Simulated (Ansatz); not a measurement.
Run report: BN, single-point calculation (part 2 of 2)

BN (slab, 36 atoms in the cell); DFT PBE+D3(BJ), scalar-relativistic, plane waves, PAW, no spin polarisation (Ansatz 0.2.0); cutoff 420 eV, 3×3×1 k-mesh, Gaussian smearing of 0.05 eV. The structure derives from an entry of the Crystallography Open Database. It belongs to a series of runs on one base structure; here: the slab at its places in the relaxed adsorbed structure.

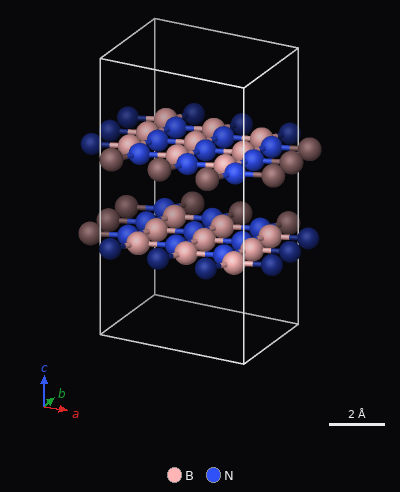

Fig. 1: The structure as given in the input (ball-and-stick view of the cell of the calculation, with the vacuum cut short, seen slightly off an axis; neighbours outside the cell are drawn fainter).

### Output, continued
```
  k-point 0: bands = ["-20.5885", "-20.4499", "-18.6339", "-18.6319", "-18.6308", "-18.6305", "-18.6303", "-18.6270", "-18.5341", "-18.5328", "-18.5324", "-18.5318", "-18.5317", "-18.5259", "-16.8677", "-16.8675", "-16.8625", "-16.8567", "-10.8011", "-10.8009", "-10.7251", "-10.7249", "-10.0339", "-10.0339", "-10.0247", "-10.0247", "-9.7593", "-9.7585", "-9.7572", "-9.7561", "-9.7555", "-9.7545", "-9.7220", "-9.7203", "-9.7188", "-9.7179", "-9.7164", "-9.7152", "-8.5980", "-7.5899", "-6.4641", "-6.4628", "-6.4617", "-6.4613", "-6.4600", "-6.4595", "-6.4357", "-6.4343", "-6.4328", "-6.4321", "-6.4293", "-6.4282", "-5.8691", "-5.8656", "-5.8648", "-5.8633", "-5.8620", "-5.8616", "-5.0434", "-5.0415", "-5.0410", "-5.0400", "-5.0391", "-5.0329", "-4.2158", "-4.2148", "-4.1977", "-4.1967", "-2.9067", "-2.9056", "-2.8852", "-2.8829", "1.8119", "1.8122", "1.8577", "1.8579", "1.9309", "2.4130", "3.0589", "3.7513", "4.0008", "4.0066", "4.0114", "4.0177", "4.0207", "4.0319", "4.0384", "4.3755", "4.3819", "4.3942", "4.4019", "4.4058", "4.4099", "5.2105", "5.2121", "5.2124", "5.2126", "5.2139", "5.2150", "5.3116", "5.5537", "6.0774", "6.0785", "6.0795", "6.0804", "6.0822", "6.0833", "6.5559"]
  k-point 1: bands = ["-20.3504", "-20.2156", "-19.6612", "-19.5385", "-19.0173", "-19.0153", "-18.9080", "-18.9058", "-17.9500", "-17.9476", "-17.8735", "-17.8707", "-17.6420", "-17.5864", "-17.2159", "-17.2133", "-17.1747", "-17.1711", "-11.4957", "-11.4542", "-11.0271", "-11.0232", "-10.9909", "-10.9868", "-10.6799", "-10.6774", "-10.6442", "-10.6414", "-8.9912", "-8.9907", "-8.9597", "-8.9588", "-8.6499", "-8.6481", "-8.6264", "-8.6236", "-8.2739", "-7.4164", "-7.4154", "-7.4077", "-7.3837", "-7.3825", "-7.3641", "-7.2821", "-7.2558", "-6.9519", "-6.9213", "-6.6489", "-6.6470", "-6.6193", "-6.6167", "-6.4150", "-6.4124", "-6.3782", "-5.5945", "-5.5689", "-5.5422", "-5.5409", "-5.1714", "-5.1550", "-4.8511", "-4.8469", "-4.6564", "-4.6351", "-4.3505", "-4.1512", "-4.1464", "-3.7539", "-3.6552", "-3.6467", "-3.2069", "-3.1965", "1.9548", "2.0431", "2.0721", "2.3380", "2.3516", "2.3766", "2.6315", "2.7936", "2.8895", "2.9170", "3.3236", "3.3497", "3.4544", "3.4772", "3.8746", "4.1384", "4.4056", "4.5883", "4.5892", "4.6161", "4.6213", "4.6254", "5.0990", "5.1095", "5.2547", "5.3493", "5.6229", "5.8082", "5.8097", "5.8211", "5.8269", "5.9289", "6.1485", "6.6044", "6.6047", "6.6382"]
  k-point 2: bands = ["-20.3504", "-20.2157", "-19.6612", "-19.5386", "-19.0175", "-19.0154", "-18.9078", "-18.9055", "-17.9502", "-17.9479", "-17.8732", "-17.8704", "-17.6400", "-17.5887", "-17.2162", "-17.2137", "-17.1742", "-17.1708", "-11.4901", "-11.4600", "-11.0288", "-11.0269", "-10.9868", "-10.9850", "-10.6814", "-10.6800", "-10.6412", "-10.6397", "-8.9926", "-8.9921", "-8.9584", "-8.9577", "-8.6500", "-8.6487", "-8.6253", "-8.6231", "-8.2739", "-7.4170", "-7.4160", "-7.4082", "-7.3835", "-7.3824", "-7.3662", "-7.2824", "-7.2537", "-6.9516", "-6.9207", "-6.6479", "-6.6461", "-6.6205", "-6.6182", "-6.4158", "-6.4133", "-6.3783", "-5.5940", "-5.5681", "-5.5417", "-5.5401", "-5.1713", "-5.1563", "-4.8520", "-4.8494", "-4.6558", "-4.6344", "-4.3388", "-4.1478", "-4.1452", "-3.7694", "-3.6555", "-3.6514", "-3.2009", "-3.1960", "2.0120", "2.0284", "2.0437", "2.3382", "2.3787", "2.3924", "2.5759", "2.7936", "2.8729", "2.8866", "3.3542", "3.3674", "3.4544", "3.4773", "3.8735", "4.1384", "4.4056", "4.5882", "4.5886", "4.6187", "4.6236", "4.6254", "5.0955", "5.1033", "5.2541", "5.3511", "5.6231", "5.8079", "5.8090", "5.8234", "5.8267", "5.9288", "6.1551", "6.6038", "6.6043", "6.6402"]
  k-point 4: bands = ["-20.3504", "-20.2157", "-19.6612", "-19.5386", "-19.0173", "-19.0154", "-18.9078", "-18.9058", "-17.9500", "-17.9477", "-17.8734", "-17.8706", "-17.6414", "-17.5871", "-17.2162", "-17.2132", "-17.1747", "-17.1709", "-11.4937", "-11.4561", "-11.0289", "-11.0231", "-10.9909", "-10.9850", "-10.6813", "-10.6774", "-10.6441", "-10.6399", "-8.9918", "-8.9910", "-8.9595", "-8.9582", "-8.6504", "-8.6479", "-8.6264", "-8.6231", "-8.2739", "-7.4167", "-7.4156", "-7.4077", "-7.3837", "-7.3823", "-7.3649", "-7.2822", "-7.2550", "-6.9518", "-6.9212", "-6.6487", "-6.6465", "-6.6198", "-6.6170", "-6.4151", "-6.4128", "-6.3782", "-5.5943", "-5.5686", "-5.5424", "-5.5405", "-5.1713", "-5.1554", "-4.8521", "-4.8468", "-4.6562", "-4.6350", "-4.3470", "-4.1514", "-4.1447", "-3.7586", "-3.6577", "-3.6457", "-3.2083", "-3.1932", "1.9729", "2.0288", "2.0735", "2.3381", "2.3511", "2.3900", "2.6139", "2.7936", "2.8752", "2.9164", "3.3247", "3.3640", "3.4544", "3.4772", "3.8742", "4.1384", "4.4056", "4.5880", "4.5893", "4.6164", "4.6225", "4.6254", "5.0949", "5.1095", "5.2545", "5.3499", "5.6230", "5.8076", "5.8098", "5.8205", "5.8295", "5.9288", "6.1508", "6.6043", "6.6047", "6.6388"]
```

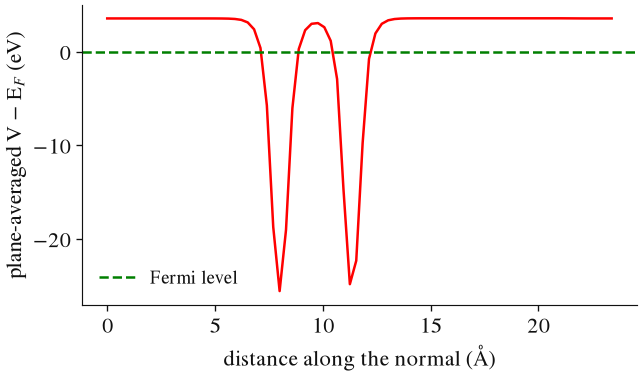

Fig. 2: Plane average of the electrostatic potential energy of an electron across the cell, from the Fermi level. The vacuum level lies 3.58 eV above the Fermi level.

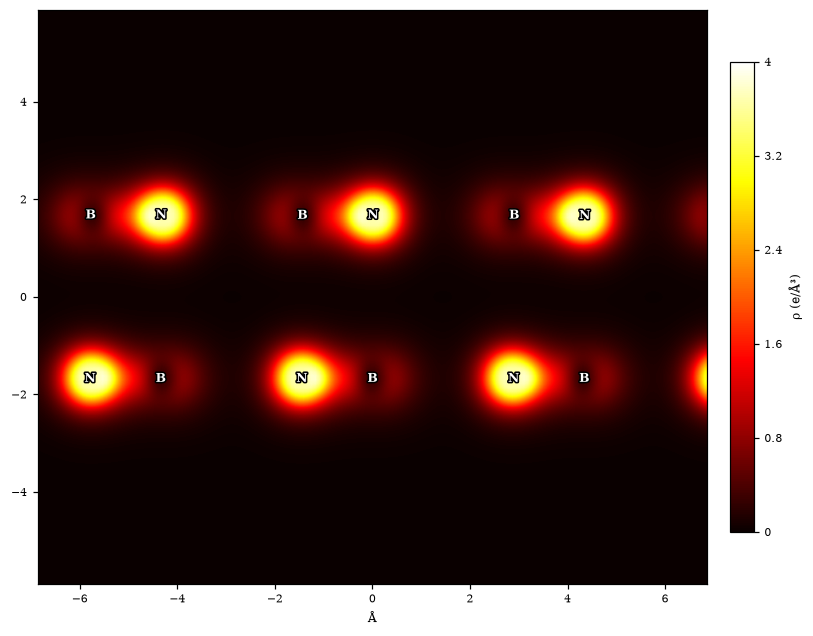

Fig. 3: Valence pseudo-density on the (110) plane of the calculation cell, a cut from vacuum to vacuum. The section cuts through B and N sites. B–N (1.45 Å): ρ is about 1.8 e/Å³ halfway. The density dies away to nearly zero in the vacuum. Core electrons are frozen (PAW), so the fields are smoothed inside the atomic spheres.

### Results in brief

| quantity | value |
| --- | --- |
| outcome | converged |
| electrons treated | 144 |
| free energy | −9767.3086 eV |
| work function, top face | 3.58 eV |
| work function, bottom face | 3.57 eV |
| Fermi energy | −0.611 eV |
| gap on the k-point mesh | 4.55 eV |
| work function (upper face) | 3.58 eV |
| largest force (length of the vector) | 0.062 eV/Å |
| wall time | 23 s (CPU time 87 s) |
| peak memory | 2.6 GiB |
